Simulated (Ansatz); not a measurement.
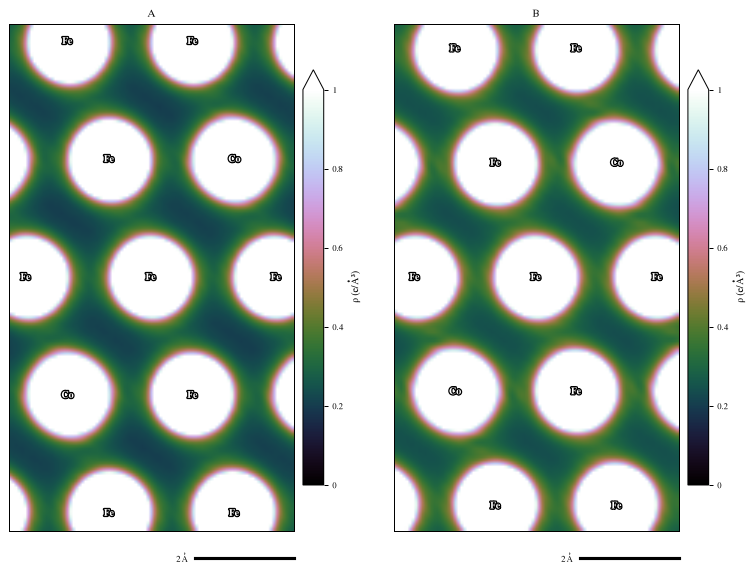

Fe5Co3. The valence charge density (pseudo) of two cells that differ in size, on the (010) plane of each (indices in the axes of the calculation cell), at one length scale and on one colour scale; one has 11.5 and the other 12.7 Å³ an atom.

Level of theory: DFT PBE, scalar-relativistic, plane waves, PAW (Ansatz 0.2.0).

In a PAW calculation such maps are meaningful between the atoms, not at the nuclei.

The larger cell:

```
CELL_PARAMETERS angstrom
-2.93897 2.93897 2.93897
2.93897 -2.93897 2.93897
2.93897 2.93897 -2.93897
ATOMIC_POSITIONS crystal
Fe 0.00000 0.00000 0.00000
Fe 0.00000 0.00000 0.50000
Fe 0.00000 0.50000 0.00000
Fe 0.50000 0.00000 0.00000
Fe 0.50000 0.50000 0.50000
Co 0.00000 0.50000 0.50000
Co 0.50000 0.50000 0.00000
Co 0.50000 0.00000 0.50000
```

The smaller cell: a = 4.931 Å, b = 4.931 Å, c = 4.931 Å, α = 109.47°, β = 109.47°, γ = 109.47°.

**Which panel shows the smaller cell, and what does the compression change?**

Panel B is the smaller cell, by 9 % in volume. From the larger cell to the smaller, Fe–Co goes from 2.55 to 2.47 Å, and the density at its midpoint from 0.3 to 0.37 e/Å³; Fe–Fe goes from 2.55 to 2.47 Å, and the density at its midpoint from 0.31 to 0.35 e/Å³; the pressure goes from −15 to 0.0 GPa; the largest moment (Fe) goes from 2.8 to 2.7 μB.
